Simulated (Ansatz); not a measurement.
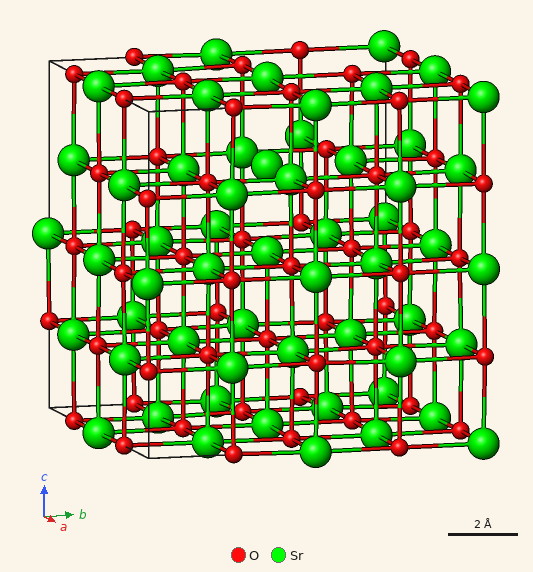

Starting structure of a defect cell of composition O31Sr33 (cell charge +2). A ball-and-stick model of the cell of the calculation (origin shifted), seen slightly off an axis.

Theory: DFT, PBEsol, PAW, plane waves in Ansatz.

Settings: plane-wave cutoff 420 eV; k-point mesh 1 × 1 × 1; mesh shifted by (0.25, 0.25, 0.25); no spin polarisation; atoms relaxed in a fixed cell; force threshold 0.03 eV/Å; at most 80 steps.

```
CELL_PARAMETERS angstrom
10.24549 0.00000 0.00000
0.00000 10.24549 0.00000
0.00000 0.00000 10.24549
ATOMIC_POSITIONS crystal
O 0.24516 0.99847 0.00084
O 0.24932 0.00097 0.49881
O 0.25011 0.50109 0.99964
O 0.75189 0.99970 0.00035
O 0.74801 0.99709 0.49911
O 0.75148 0.50039 0.00345
O 0.74748 0.49792 0.50151
O 0.00045 0.25184 0.99962
O 0.99746 0.25001 0.49895
O 0.99962 0.74787 0.00099
O 0.99979 0.75056 0.49971
O 0.50142 0.25037 0.00094
O 0.50056 0.25006 0.49827
O 0.49929 0.74898 0.00262
O 0.50320 0.75090 0.49810
O 0.99877 0.00139 0.25233
O 0.00088 0.00029 0.74868
O 0.00040 0.49997 0.25010
O 0.00345 0.49995 0.75376
O 0.50153 0.99781 0.24804
O 0.50108 0.00111 0.75064
O 0.49751 0.49932 0.24641
O 0.49832 0.49927 0.74823
O 0.24897 0.25275 0.24843
O 0.25059 0.25001 0.75313
O 0.24891 0.75206 0.24991
O 0.25153 0.75312 0.75371
O 0.75150 0.24671 0.25313
O 0.75072 0.25283 0.75107
O 0.75020 0.74925 0.25171
O 0.74991 0.74563 0.74910
Sr 0.25093 0.49964 0.50044
Sr 0.99717 0.99872 0.99669
Sr 0.00005 0.99876 0.50053
Sr 0.00089 0.50153 0.00436
Sr 0.99812 0.50016 0.50076
Sr 0.50252 0.00306 0.99879
Sr 0.50229 0.00066 0.50174
Sr 0.50032 0.50272 0.99854
Sr 0.49756 0.49729 0.49643
Sr 0.25423 0.25082 0.00301
Sr 0.25056 0.25139 0.49747
Sr 0.24860 0.74829 0.00102
Sr 0.24916 0.74918 0.50192
Sr 0.74870 0.24935 0.00068
Sr 0.74762 0.24827 0.49977
Sr 0.74765 0.75010 0.99706
Sr 0.74855 0.74890 0.50129
Sr 0.25204 0.00052 0.24940
Sr 0.24889 0.99960 0.74978
Sr 0.25211 0.49979 0.25011
Sr 0.24877 0.50133 0.75273
Sr 0.74901 0.99713 0.25250
Sr 0.75325 0.99493 0.74997
Sr 0.75235 0.49667 0.25222
Sr 0.75242 0.49605 0.74762
Sr 0.00053 0.24716 0.25424
Sr 0.99673 0.25065 0.74675
Sr 0.99687 0.74956 0.25408
Sr 0.99993 0.75278 0.75420
Sr 0.49746 0.25314 0.24903
Sr 0.50096 0.24974 0.74965
Sr 0.49979 0.75102 0.24353
Sr 0.50267 0.75071 0.74876
```

Where does the relaxation end?

Answer. The energy falls by 4.677 eV per cell of the calculation in 7 geometry steps. Largest force component: 5 eV/Å at the start, 0.027 eV/Å at the end. The atom that moves furthest is Sr51 (0.33 Å along −c). By element the largest moves are Sr 0.33 Å, O 0.16 Å. The cell doesn't change. Some distances before and after: Sr40–Sr51 3.563 → 4.037 Å, Sr42–Sr51 3.592 → 4.046 Å, Sr40–Sr42 3.571 → 3.989 Å, O3–Sr51 2.566 → 2.218 Å. Among the angles between lasting bonds that change: Sr44–O27–Sr52 88.9° → 107.6°, O19–Sr52–O23 178.9° → 160.3°, Sr42–O25–Sr52 89.6° → 107.9°. The run took 10 s on 1 × NVIDIA GB300 Max-Q with 8 threads of Arm Neoverse-V2, peak memory 1.9 GiB.

History of the run:

| step | E − E(0), meV/atom | largest force component, eV/Å |
| --- | --- | --- |
| 0 | 0.00 | 5.0113 |
| 1 | -60.26 | 1.5218 |
| 2 | -70.95 | 0.1950 |
| 3 | -71.67 | 0.2118 |
| 4 | -71.97 | 0.0944 |
| 5 | -72.38 | 0.1643 |
| 6 | -72.84 | 0.1582 |
| 7 | -73.08 | 0.0272 |

After the run, drawn alike:

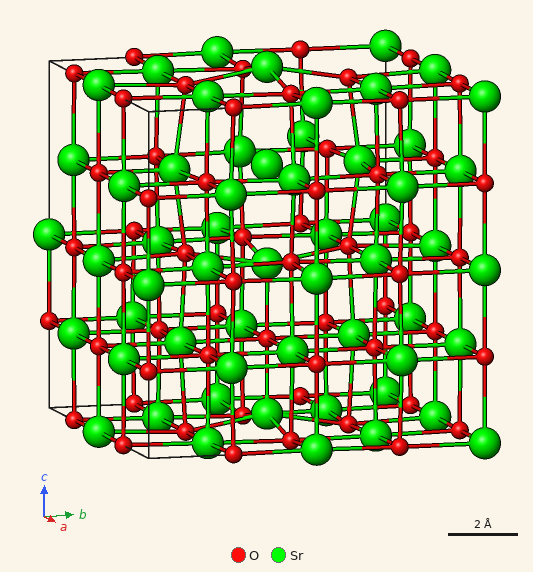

Limits of the set-up: the cell is charged, on a uniform background, and energies carry no finite-size correction.
